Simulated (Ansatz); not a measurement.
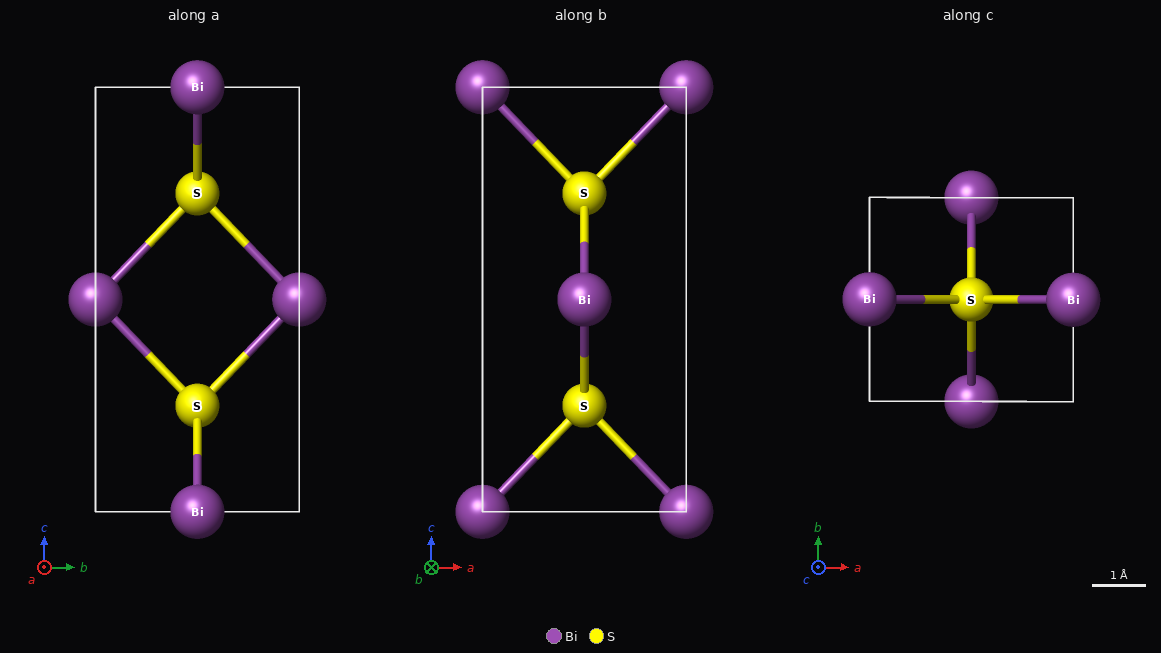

Ball-and-stick drawing of the structure, looking along the a axis, along the b axis and along the c axis. The unit cell is drawn as a box.

Lattice parameters: a = 3.8672 Å, b = 3.8672 Å, c = 8.0563 Å, α = 90.000°, β = 90.000°, γ = 90.132°.

### Reconstruct the structure as a CIF in P1 with every atom of the cell.

```cif
data_structure
_symmetry_space_group_name_H-M 'P 1'
_symmetry_Int_Tables_number 1
_cell_length_a 3.8672
_cell_length_b 3.8672
_cell_length_c 8.0563
_cell_angle_alpha 90.000
_cell_angle_beta 90.000
_cell_angle_gamma 90.132
_cell_volume 120.48
loop_
_atom_site_label
_atom_site_type_symbol
_atom_site_fract_x
_atom_site_fract_y
_atom_site_fract_z
_atom_site_occupancy
Bi1 Bi 0.5000 0.0000 0.5000 1
Bi2 Bi 0.0000 0.5000 0.0000 1
S1 S 0.5000 0.5000 0.7500 1
S2 S 0.5000 0.5000 0.2500 1
```

It goes back to a structure type filled with these elements by a generator (whether the compound takes this form wasn't checked). Atoms and cell were optimised with Ansatz, DFT PBE, scalar-relativistic, plane waves, PAW.
